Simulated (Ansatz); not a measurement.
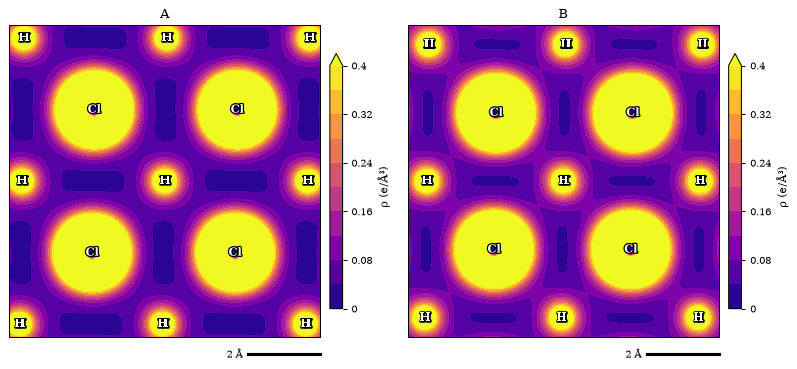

HCl. The valence charge density (pseudo) of two cells that differ in size, on the (011) plane of each (indices in the axes of the calculation cell), at one length scale and on one colour scale; one has 19.0 and the other 21.8 Å³ an atom.

Space group I4/mmm.

Computed with DFT r2SCAN, scalar-relativistic, plane waves, PAW (Ansatz 0.2.0).

### Which is the denser cell? Describe the effect of the change.

Panel B is the smaller cell, by 13 % in volume. From the larger cell to the smaller, Cl–H goes from 2.78 to 2.66 Å, and the density at its midpoint from 0.13 to 0.17 e/Å³; the pressure goes from −10 to −10 GPa.
